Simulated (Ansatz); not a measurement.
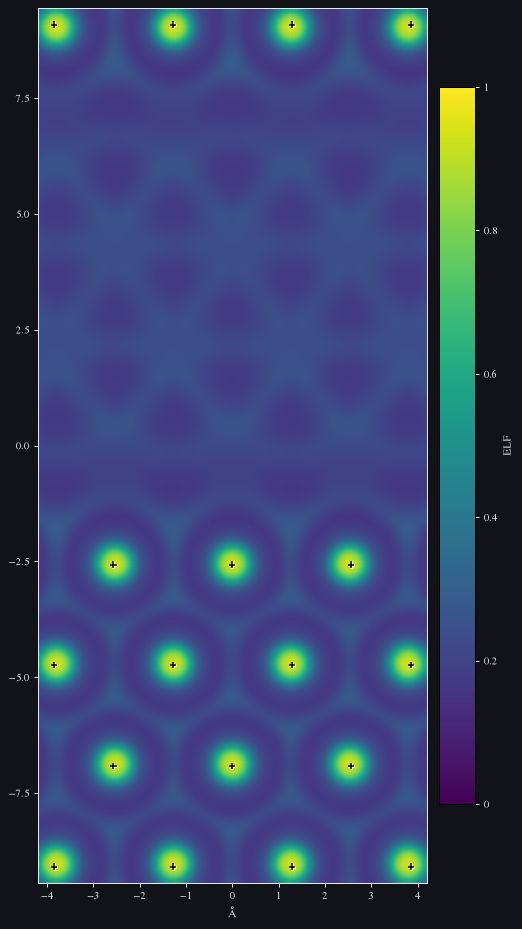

The ELF on a plane through atoms (crosses mark nuclei in the plane).

Level of theory: DFT PBE, scalar-relativistic, plane waves, PAW in Ansatz 0.2.0.

Candidates:
A. Cu (interface cell), a = 2.57 Å, b = 6.29 Å, c = 18.18 Å, α = 90.00°, β = 90.00°, γ = 90.00°. Computed without spin polarisation.
B. TiC, a = 3.14 Å, b = 3.14 Å, c = 4.55 Å, α = 90.00°, β = 90.00°, γ = 90.00°. Space group I4/mmm; changed on purpose from its base cell (strain +0.025 along x and y, +0.050 along z, atoms carried along); computed pressure about −20 GPa in this cell; computed without spin polarisation.
C. Ti, a = 3.26 Å, b = 3.26 Å, c = 3.26 Å, α = 90.00°, β = 90.00°, γ = 90.00°. Space group Im-3m; computed without spin polarisation.

**Which candidate gave the map?**

Candidate A: Cu on the (010) plane of the calculation cell, which holds Cu. Cu–Cu (2.52 Å): the ELF is about 0.20 at the midpoint: no localised pair shows between them. Cu–Cu (2.57 Å): the ELF is about 0.25 at the midpoint: no localised pair shows between them.
